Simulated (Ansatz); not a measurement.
PtS2

```yaml
crystal:
  lattice:
    - [3.57926, 0.00000, 0.00000]
    - [-1.78963, 3.09973, 0.00000]
    - [0.00000, 0.00000, 4.53369]
  atoms:
    - { symbol: Pt, position: [0.00000, 0.00000, 0.00000] }
    - { symbol: S, position: [0.33333, 0.66667, 0.26503] }
    - { symbol: S, position: [0.66667, 0.33333, 0.73497] }
```

Space group P-3m1; changed on purpose from its base cell (volume × 0.97, shape and atoms relaxed).

These are results of DFT PBE+D3(BJ), scalar-relativistic, plane waves, PAW in Ansatz, not measurements.

Question: Predict the valence pseudo-density and electron localisation function between the atoms.

Answer: Pt–S (2.39 Å): ρ is about 0.67 e/Å³ halfway; the ELF peaks at about 0.90 in the valence shell of S, 0.8 Å from its nucleus, and is about 0.45 at the midpoint.

Question: Does the calculation make it a metal, or give it a gap?

Answer: It is metallic or semimetallic at this level of theory: no gap opens; semilocal functionals without U, or without the true magnetic order, often close the gap of such compounds.

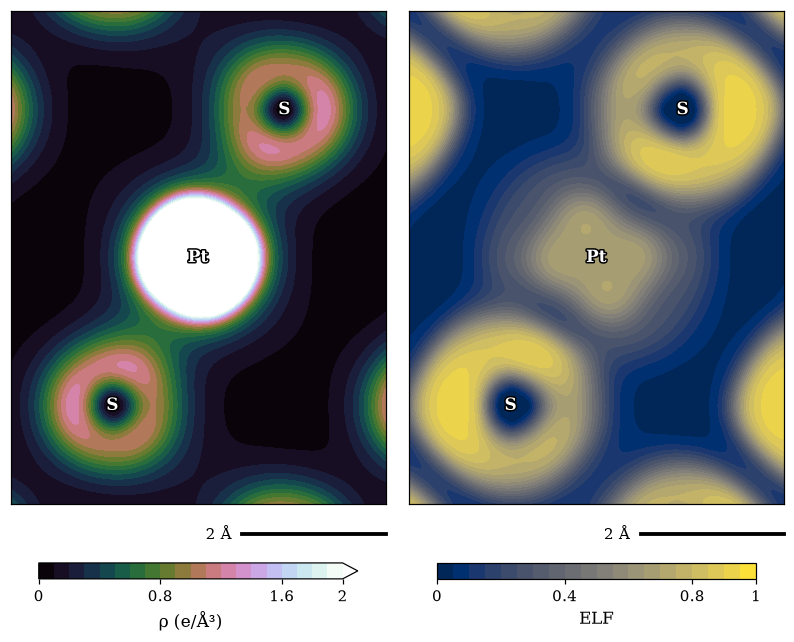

Computed valence pseudo-density and electron localisation function on the (110) plane of the conventional cell, in this order. 

The density is the valence pseudo-density of a PAW calculation; it isn't the true density close to the nuclei.
